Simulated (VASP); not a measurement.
System: zincblende InP, space group F-43m (No. 216), 2 atoms in the primitive cell.

```
In P
1.0
     0.00000    2.98109    2.98109
     2.98109    0.00000    2.98109
     2.98109    2.98109    0.00000
In P
1 1
Direct
  0.00000 0.00000 0.00000
  0.25000 0.25000 0.25000
```

Computed with VASP: PBE, VASP PAW PBE potentials, release 64 (In_d, P), no spin polarisation, no spin-orbit coupling, 4×4×4 k mesh, 520 eV cutoff.

What does the calculation give for the electronic structure? The path is Γ–X–W–K–Γ–L–U–W–L–K|U–X.

The bands leave a gap. The gap along this path is 0.42 eV and direct: both edges lie at Γ. Three bands meet at the valence-band top at Γ: it is triply degenerate (spin aside). The top valence band spans 2.7 eV and the lowest conduction band 3.7 eV. The direct gaps are 4.16 eV at U, 2.26 eV at L and 6.86 eV at W.

The k mesh is coarse (spacing up to 0.46 Å⁻¹), so the values aren't converged. Spin-orbit coupling is left out, which matters for In. LDA, GGA and most meta-GGA functionals understate gaps. The cell was derived from a database entry in an earlier step, so it needn't be the measured one.

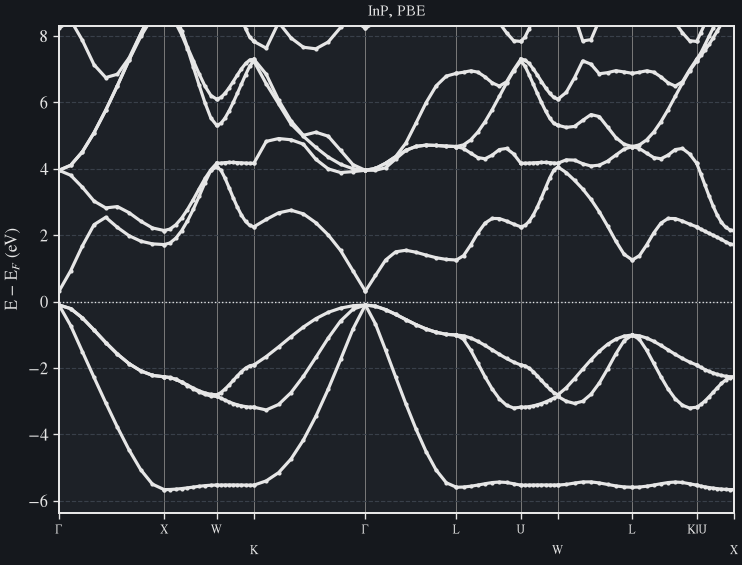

Band structure. Energies are counted from the Fermi level.
